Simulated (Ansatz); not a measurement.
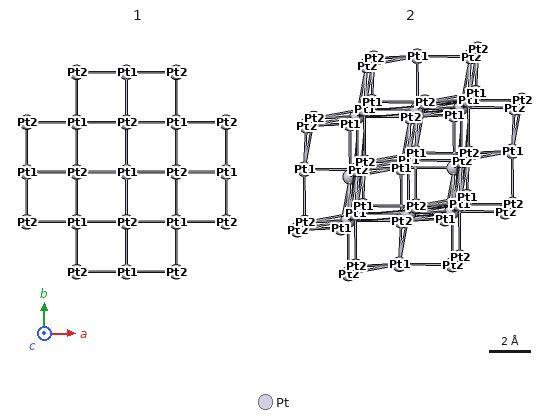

Two geometries of crystalline Pt (a generated structure, set up in I4_1/amd), drawn at one scale. One is the start of a relaxation, the other its converged end. The picture is a ball-and-stick view of the conventional cell (2 times the calculation's cell), seen along the c axis. Lengths and directions refer to the drawn axes.

Level of theory: DFT, PBE, plane waves (420 eV) with PAW, scalar-relativistic (Ansatz). Settings: plane-wave cutoff 420 eV; k-point mesh 13 × 13 × 9; occupations fermi dirac; smearing width 0.05 eV; collinear spin; cell and atoms relaxed; force threshold 0.01 eV/Å; at most 60 steps.

> Which geometry has the lower energy?

Structure 2 is the relaxed one. Phase: beta-Sn type. The largest moves relative to the cell, 0.10 Å, are those of Pt1 and Pt2. Pt2 goes along [1 −1 0]. The drawn cell changes as follows: a = b 4.879 → 5.150 Å (+5.6 %), c 2.664 → 2.730 Å (+2.5 %), α 90.0° → 74.6°, β 90.0° → 74.6°, γ 90.0° → 79.3°; the volume changes by +5.4 %. Near-neighbour distances that change, for instance: Pt1–Pt2 3.153 → 2.717 Å, Pt1–Pt2 (another image) 2.529 → 2.717 Å, Pt1–Pt2 (another image) 2.529 → 2.626 Å, Pt1–Pt1 2.664 → 2.730 Å. Bond angles that change, for instance: Pt2–Pt1–Pt2 94.0° → 116.3°, Pt1–Pt1–Pt2 105.3° → 90.0°, Pt1–Pt1–Pt2 74.7° → 90.0°. The space group (tolerance 0.01 Å) goes from I4_1/amd (No. 141) to Cmcm (No. 63). The energy falls by 228 meV per atom in 15 accepted moves (17 points after the start). The largest force component goes from 0.00068 to 0.00041 eV/Å. The pressure goes from 20.55 to 0.01 GPa. At 2 points the geometry stayed and the basis and grid were re-selected for the new cell (energy shift of 17.0 meV per atom at most each time). The program noted that the starting moments weren't kept. The run took roughly 11 core-minutes on a shared host.
